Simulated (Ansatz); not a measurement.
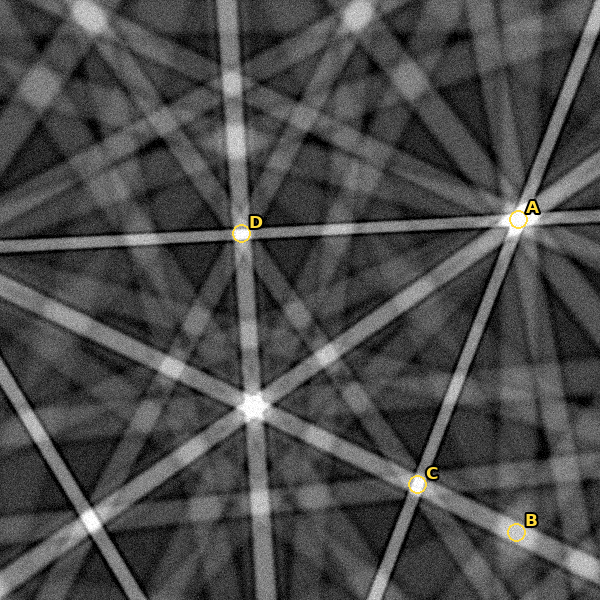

Simulated Kikuchi (electron backscatter) pattern at 30 kV: kinematic bands of width 2θ(Bragg) in gnomonic projection, seen from the camera side; the frame spans ±31° from its centre. Crystal: Al, space group Fd-3m (No. 227), a = 6.10 Å. Structure: the end point of a relaxation with DFT, RPBE, plane waves (420 eV) with PAW, scalar-relativistic in Ansatz; the starting structure was generated, so it need not be a known form of this composition.

Pole A is [011] and pole B is [131].

Index the poles C and D.

Answer. C is [121], 30.0° from A and 10.0° from B. D is [112], 30.0° from A and 42.4° from B.

Which band joins A and C, and how wide is it?

Answer. It comes from the planes common to both zones. The strongest order is 1 -1 1 with d = 3.520 Å, so the band is 2θ = 1.1° wide (λ = 0.0698 Å).
